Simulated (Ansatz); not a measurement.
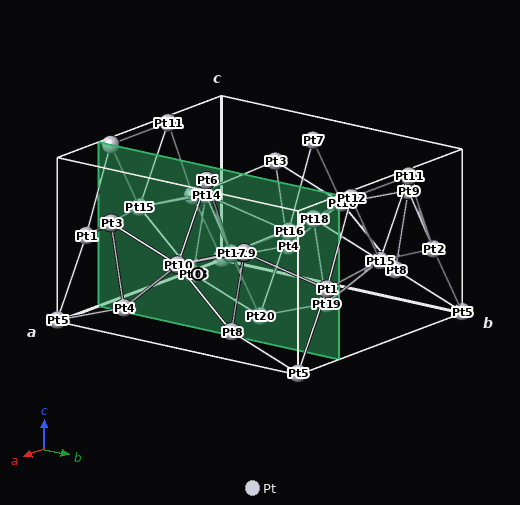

For Pt, the end point of a relaxation with DFT PBE, scalar-relativistic, plane waves, PAW in Ansatz; the starting structure was generated, so it need not be a known form of this composition: the shaded plane is a symmetry element of the crystal. Symmetry computed with spglib at a tolerance of 0.002 Å; standard conventional cell.

a = 8.009 Å, b = 9.009 Å, c = 5.089 Å, α = 90.00°, β = 90.00°, γ = 90.00°.

| atom | x | y | z |
| --- | --- | --- | --- |
| Pt1 | 0.8244 | 0.0000 | 0.4575 |
| Pt2 | 0.1756 | 0.0000 | 0.4575 |
| Pt3 | 0.0000 | 0.2235 | 0.6737 |
| Pt4 | 0.0000 | 0.2765 | 0.1737 |
| Pt5 | 0.0000 | 0.0000 | 0.0092 |
| Pt6 | 0.8244 | 0.5000 | 0.9575 |
| Pt7 | 0.1756 | 0.5000 | 0.9575 |
| Pt8 | 0.0000 | 0.7235 | 0.1737 |
| Pt9 | 0.0000 | 0.7765 | 0.6737 |
| Pt10 | 0.0000 | 0.5000 | 0.5092 |
| Pt11 | 0.3244 | 0.0000 | 0.9575 |
| Pt12 | 0.6756 | 0.0000 | 0.9575 |
| Pt13 | 0.5000 | 0.2235 | 0.1737 |
| Pt14 | 0.5000 | 0.2765 | 0.6737 |
| Pt15 | 0.5000 | 0.0000 | 0.5092 |
| Pt16 | 0.3244 | 0.5000 | 0.4575 |
| Pt17 | 0.6756 | 0.5000 | 0.4575 |
| Pt18 | 0.5000 | 0.7235 | 0.6737 |
| Pt19 | 0.5000 | 0.7765 | 0.1737 |
| Pt20 | 0.5000 | 0.5000 | 0.0092 |

Question: Is it a mirror or a glide plane, and what is the operation?

Answer: It is a glide plane with glide vector (0, 0, 1/2) (a double, e, glide plane: the centring adds the glide (0, −1/2, 0)), parallel to (1 0 0), through (3/4, 1/2, 1/2): x, y, z → −x+3/2, y, z+1/2.

Question: Onto which atom does it carry each atom (up to whole multiples of a, b and c)?

Answer: Pt1 → Pt12, Pt2 → Pt11, Pt3 → Pt13, Pt4 → Pt14, Pt5 → Pt15, Pt6 → Pt17, Pt7 → Pt16, Pt8 → Pt18, Pt9 → Pt19, Pt10 → Pt20, Pt11 → Pt2, Pt12 → Pt1, Pt13 → Pt3, Pt14 → Pt4, Pt15 → Pt5, Pt16 → Pt7, Pt17 → Pt6, Pt18 → Pt8, Pt19 → Pt9, Pt20 → Pt10.
